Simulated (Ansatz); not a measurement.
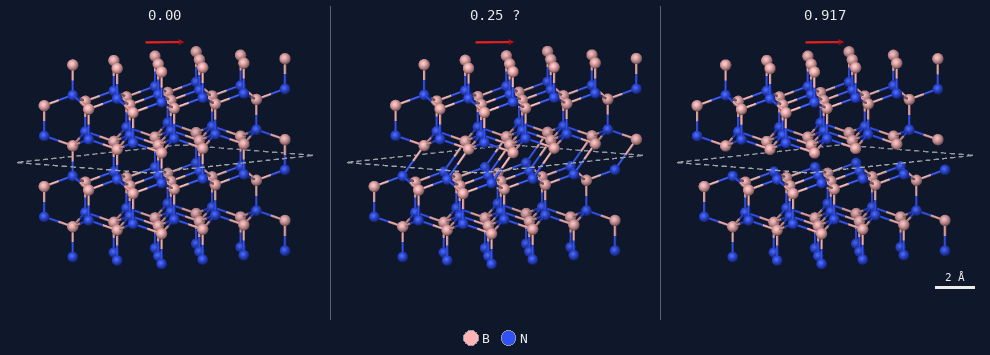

Energy scan for solid BN (P6_3mc), in which the crystal above a cut along the (0 0 1) plane of the conventional cell (between a plane of N below and one of B above, 1.58 Å apart) is slid rigidly by fractions of an in-plane lattice vector 4.42 Å long (a generalised stacking fault). One cut stands in each cell, which starts 12.7 Å high; nothing is relaxed, and the dashed outline marks the cut, the arrow on top the direction of slip. The picture is a ball-and-stick view of the layers on both sides of the cut, seen from the side, nearly along the cut plane.

These are results of Ansatz, DFT PBE, scalar-relativistic, plane waves, PAW, not measurements. (plane-wave cutoff 420 eV; k-point mesh 10 × 10 × 2; occupations gaussian; smearing width 0.05 eV; no spin polarisation). Energies (free energies at the smearing named) are counted from the cell as listed in its source, which wasn't relaxed.

```json
{"slip (fraction of the lattice vector)": "0.0000", "γ (mJ/m²)": "0"}
{"slip (fraction of the lattice vector)": "0.0833", "γ (mJ/m²)": "1152"}
{"slip (fraction of the lattice vector)": "0.1667", "γ (mJ/m²)": "4513"}
{"slip (fraction of the lattice vector)": "0.2500", "γ (mJ/m²)": "?"}
{"slip (fraction of the lattice vector)": "0.3333", "γ (mJ/m²)": "10990"}
{"slip (fraction of the lattice vector)": "0.4167", "γ (mJ/m²)": "9630"}
{"slip (fraction of the lattice vector)": "0.5000", "γ (mJ/m²)": "7793"}
{"slip (fraction of the lattice vector)": "0.5833", "γ (mJ/m²)": "7157"}
{"slip (fraction of the lattice vector)": "0.6667", "γ (mJ/m²)": "7330"}
{"slip (fraction of the lattice vector)": "0.7500", "γ (mJ/m²)": "6439"}
{"slip (fraction of the lattice vector)": "0.8333", "γ (mJ/m²)": "3737"}
{"slip (fraction of the lattice vector)": "0.9167", "γ (mJ/m²)": "1055"}
```

Estimate the missing energy from the other rows, and compare with the calculation.

A straight line between the two neighbours gives 7752 mJ/m². A cubic through the four nearest rows (0.0833, 0.1667, 0.3333, 0.4167) gives, with Lagrange weights, (−0.1664)(1152) + (0.6664)(4513) + (0.6664)(10990) + (−0.1664)(9630) = 8537 mJ/m². The calculation gives 8856 mJ/m², so the cubic is 319 mJ/m² too low and the straight line 1104 mJ/m² too low, as the curve bends downwards here.

The whole profile:

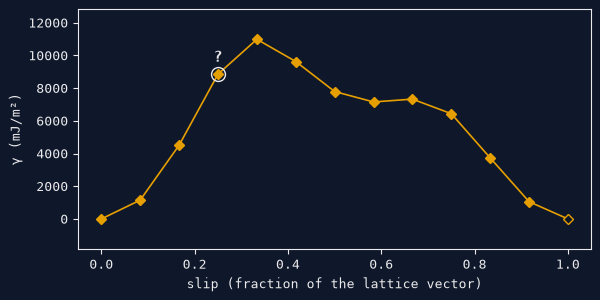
